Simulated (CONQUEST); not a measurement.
## Geometry relaxation of Sb (part 2 of 2)

The same run, continued: Sb (Pm-3m, 1 atom in the cell); Kohn-Sham DFT of a periodic cell, LDA, PseudoDojo NC LDA, no spin polarisation (CONQUEST 1.3); 8×8×8 k-mesh, fermi-dirac of 0.01 eV. The structure derives from an entry of the Crystallography Open Database.

Geometry of the input (Å; fractional positions):
```
3.1600  0.0000  0.0000
0.0000  3.1600  0.0000
0.0000  0.0000  3.1600
Sb 0.0000  0.0000  0.0000
```

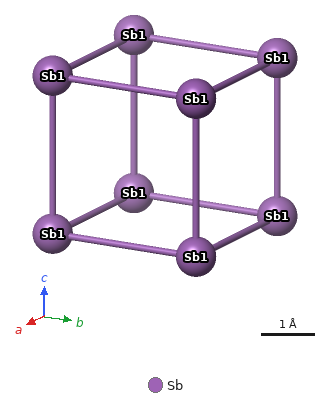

Figure 1. The geometry at step 1 of the log (ball-and-stick view of the cell of the calculation, seen at an oblique angle; atoms are numbered from 1 in the order of the input).

### Output, continued
```
      PulayMixSC: Starting Pulay mixing, A_up =  0.500 A_dn =  0.500
      PulayMixSC: Spin non-polarised calculation.
          Harris-Foulkes Energy            :       -90.710079136488062 Ha
      PulayMixSC: Pulay iteration     1 residual:              0.52778E-04
          Harris-Foulkes Energy            :       -90.710078259582588 Ha
      PulayMixSC: Pulay iteration     2 residual:              0.26356E-04
          Harris-Foulkes Energy            :       -90.710077971615419 Ha
      PulayMixSC: Pulay iteration     3 residual:              0.15814E-06
      PulayMixSC: Reached SCF tolerance of  0.15814E-06 after      3 iterations
      | Number of electrons      =        15.000012
      |* Harris-Foulkes energy   =       -90.710077971615419 Ha
      |* DFT total energy        =       -90.710077971589442 Ha

      force: Forces on atoms (Ha/a0)
      force:  Atom   X              Y              Z
      force:     1  -0.0000000000  -0.0000000000   0.0000000000

      force: Maximum force :        0.00000000(Ha/a0) on atom         1 in z direction
      force: Force Residual:        0.00000000 Ha/a0
      force: Total stress:         -1.10235212    -1.10235212    -1.10235212 GPa
      force: Average pressure:      1.10235212 GPa

      get_E_and_F: Change in energy during last step of electronic optimisation:  0.28797E-06
      safemin_cell: exit after    8 iterations with enthalpy      -90.7030861405 Ha

    cell_cg_run: simulation cell dimensions:
           5.90314 a0 x      5.90314 a0 x      5.90314 a0

    GeomOpt - Iter:    1 MaxStr:   0.10235212 GPa H:     -90.70308614 Ha dH:  -0.00023872Ha

    Maximum stress:                0.10235212 GPa
    Stress tolerance:              0.20000000 GPa
    Change in stress:             -0.22838842 GPa
    Enthalpy change:              -0.00023872 Ha
    Enthalpy tolerance:            0.00001000 Ha

      safemin_cell: seeking bracketing triplet of points

      PulayMixSC: Starting Pulay mixing, A_up =  0.500 A_dn =  0.500
      PulayMixSC: Spin non-polarised calculation.
          Harris-Foulkes Energy            :       -90.710086396696880 Ha
      PulayMixSC: Pulay iteration     1 residual:              0.34742E-05
          Harris-Foulkes Energy            :       -90.710086393128364 Ha
      PulayMixSC: Pulay iteration     2 residual:              0.17351E-05
          Harris-Foulkes Energy            :       -90.710086391953524 Ha
      PulayMixSC: Pulay iteration     3 residual:              0.87542E-08
      PulayMixSC: Reached SCF tolerance of  0.87542E-08 after      3 iterations
      | Number of electrons      =        15.000010
      |* Harris-Foulkes energy   =       -90.710086391953524 Ha
      |* DFT total energy        =       -90.710086391953496 Ha
      get_E_and_F: Change in energy during last step of electronic optimisation:  0.11748E-08
      PulayMixSC: Starting Pulay mixing, A_up =  0.500 A_dn =  0.500
      PulayMixSC: Spin non-polarised calculation.
          Harris-Foulkes Energy            :       -90.710083768716814 Ha
      PulayMixSC: Pulay iteration     1 residual:              0.10624E-05
          Harris-Foulkes Energy            :       -90.710083768405468 Ha
      PulayMixSC: Pulay iteration     2 residual:              0.53054E-06
      PulayMixSC: Reached SCF tolerance of  0.53054E-06 after      2 iterations
      | Number of electrons      =        15.000005
      |* Harris-Foulkes energy   =       -90.710083768405468 Ha
      |* DFT total energy        =       -90.710083768302084 Ha
      get_E_and_F: Change in energy during last step of electronic optimisation:  0.31135E-09
      PulayMixSC: Starting Pulay mixing, A_up =  0.500 A_dn =  0.500
      PulayMixSC: Spin non-polarised calculation.
          Harris-Foulkes Energy            :       -90.710081870481616 Ha
      PulayMixSC: Pulay iteration     1 residual:              0.68739E-06
      PulayMixSC: reached SCF residual of  0.68739E-06 after      1 iterations
      | Number of electrons      =        15.000000
      |* Harris-Foulkes energy   =       -90.710081870481616 Ha
      |* DFT total energy        =       -90.710081870309637 Ha
      get_E_and_F: Change in energy during last step of electronic optimisation:  0.18979E-05

WARNING: Electronic structure dE is similar to atom movement dE; increase tolerance      0.000001897924      0.000000445240

      PulayMixSC: Starting Pulay mixing, A_up =  0.500 A_dn =  0.500
      PulayMixSC: Spin non-polarised calculation.
          Harris-Foulkes Energy            :       -90.710080626828073 Ha
      PulayMixSC: Pulay iteration     1 residual:              0.43763E-06
      PulayMixSC: reached SCF residual of  0.43763E-06 after      1 iterations
      | Number of electrons      =        15.000000
      |* Harris-Foulkes energy   =       -90.710080626828073 Ha
      |* DFT total energy        =       -90.710080626758952 Ha
      get_E_and_F: Change in energy during last step of electronic optimisation:  0.12437E-05

WARNING: Electronic structure dE is similar to atom movement dE; increase tolerance      0.000001243654      0.000000240658

      PulayMixSC: Starting Pulay mixing, A_up =  0.500 A_dn =  0.500
      PulayMixSC: Spin non-polarised calculation.
          Harris-Foulkes Energy            :       -90.710079807465007 Ha
      PulayMixSC: Pulay iteration     1 residual:              0.27347E-06
      PulayMixSC: reached SCF residual of  0.27347E-06 after      1 iterations
      | Number of electrons      =        15.000000
      |* Harris-Foulkes energy   =       -90.710079807465007 Ha
      |* DFT total energy        =       -90.710079807436529 Ha
      get_E_and_F: Change in energy during last step of electronic optimisation:  0.81936E-06

WARNING: Electronic structure dE is similar to atom movement dE; increase tolerance      0.000000819363      0.000000094642

      PulayMixSC: Starting Pulay mixing, A_up =  0.500 A_dn =  0.500
      PulayMixSC: Spin non-polarised calculation.
          Harris-Foulkes Energy            :       -90.710079265552963 Ha
      PulayMixSC: Pulay iteration     1 residual:              0.16869E-06
      PulayMixSC: reached SCF residual of  0.16869E-06 after      1 iterations
      | Number of electrons      =        15.000000
      |* Harris-Foulkes energy   =       -90.710079265552963 Ha
      |* DFT total energy        =       -90.710079265539889 Ha
      get_E_and_F: Change in energy during last step of electronic optimisation:  0.54191E-06

WARNING: Electronic structure dE is similar to atom movement dE; increase tolerance      0.000000541912     -0.000000006983

      PulayMixSC: Starting Pulay mixing, A_up =  0.500 A_dn =  0.500
      PulayMixSC: Spin non-polarised calculation.
          Harris-Foulkes Energy            :       -90.710079807486380 Ha
      PulayMixSC: Pulay iteration     1 residual:              0.30895E-06
      PulayMixSC: reached SCF residual of  0.30895E-06 after      1 iterations
      | Number of electrons      =        15.000000
      |* Harris-Foulkes energy   =       -90.710079807486380 Ha
      |* DFT total energy        =       -90.710079807435989 Ha
      get_E_and_F: Change in energy during last step of electronic optimisation: -0.54193E-06

WARNING: Electronic structure dE is similar to atom movement dE; increase tolerance     -0.000000541933      0.000000094621

      safemin_cell: Interpolating minimum

      PulayMixSC: Starting Pulay mixing, A_up =  0.500 A_dn =  0.500
      PulayMixSC: Spin non-polarised calculation.
          Harris-Foulkes Energy            :       -90.710078719923487 Ha
      PulayMixSC: Pulay iteration     1 residual:              0.37101E-06
      PulayMixSC: reached SCF residual of  0.37101E-06 after      1 iterations
      | Number of electrons      =        15.000000
      |* Harris-Foulkes energy   =       -90.710078719923487 Ha
      |* DFT total energy        =       -90.710078719873167 Ha

      force: Forces on atoms (Ha/a0)
      force:  Atom   X              Y              Z
      force:     1   0.0000000000   0.0000000000   0.0000000000

      force: Maximum force :        0.00000000(Ha/a0) on atom         1 in z direction
      force: Force Residual:        0.00000000 Ha/a0
      force: Total stress:         -1.11195073    -1.11195073    -1.11195073 GPa
      force: Average pressure:      1.11195073 GPa

      get_E_and_F: Change in energy during last step of electronic optimisation: -0.90710E+02

WARNING: Electronic structure dE is similar to atom movement dE; increase tolerance    -90.710078719923     -0.000000072785

      safemin_cell: exit after    3 iterations with enthalpy      -90.7030862133 Ha

    cell_cg_run: simulation cell dimensions:
           5.90333 a0 x      5.90333 a0 x      5.90333 a0

    GeomOpt - Iter:    2 MaxStr:   0.11195073 GPa H:     -90.70308621 Ha dH:  -0.00000007Ha

    Maximum stress:                0.11195073 GPa
    Stress tolerance:              0.20000000 GPa
    Change in stress:             -0.00970511 GPa
    Enthalpy change:              -0.00000007 Ha
    Enthalpy tolerance:            0.00001000 Ha

    GeomOpt converged in    2 iterations
    cell_cg_run:Enthalpy change below threshold:         -0.00000007 Ha
    cell_cg_run:Maximum stress below threshold:           0.11195073 GPa

    cell_cg_run: final simulation box dimensions are:
             5.90333 a0 x      5.90333 a0 x      5.90333 a0

    BIBLIOGRAPHY: Please consider citing the following references in the conquest.bib file

    CONQUEST:         Bowler2002pt, Miyazaki2004, Nakata2020
    Basis:            Bowler2019
    DM:               Bowler:2006xr
    Pseudopotentials: Hamann2013, Bowler2019
    XC references from LibXC:
      P. A. M. Dirac.,  Math. Proc. Cambridge Philos. Soc. 26, 376 (1930)

    Warnings written to file Conquest_warnings; please check
```

### File coords.dat
```
    5.9715345538     0.0000000000     0.0000000000
    0.0000000000     5.9715345538     0.0000000000
    0.0000000000     0.0000000000     5.9715345538
1
  0.0000000000   0.0000000000   0.0000000000 1 T T T
```

### File coord_next.dat
```
      5.90332709811225254      0.00000000000000000      0.00000000000000000
      0.00000000000000000      5.90332709811281475      0.00000000000000000
      0.00000000000000000      0.00000000000000000      5.90332709811703094
       1
      0.00000000000000000      0.00000000000000000      0.00000000000000000     1  T  T  T
```

### Trajectory as extended XYZ (Å, eV, eV/Å), 3 frames, from step=0 to step=2
```
1
Lattice="3.1600 0.0000 0.0000 0.0000 3.1600 0.0000 0.0000 0.0000 3.1600" Properties=species:S:1:pos:R:3:forces:R:3 step=0 energy=-2468.34716
Sb    0.0000    0.0000    0.0000    0.0000   0.0000   0.0000
1
Lattice="3.1238 0.0000 0.0000 0.0000 3.1238 0.0000 0.0000 0.0000 3.1238" Properties=species:S:1:pos:R:3:forces:R:3 step=1 energy=-2468.34697
Sb    0.0000    0.0000    0.0000    0.0000   0.0000   0.0000
1
Lattice="3.1239 0.0000 0.0000 0.0000 3.1239 0.0000 0.0000 0.0000 3.1239" Properties=species:S:1:pos:R:3:forces:R:3 step=2 energy=-2468.34699
Sb    0.0000    0.0000    0.0000    0.0000   0.0000   0.0000
```
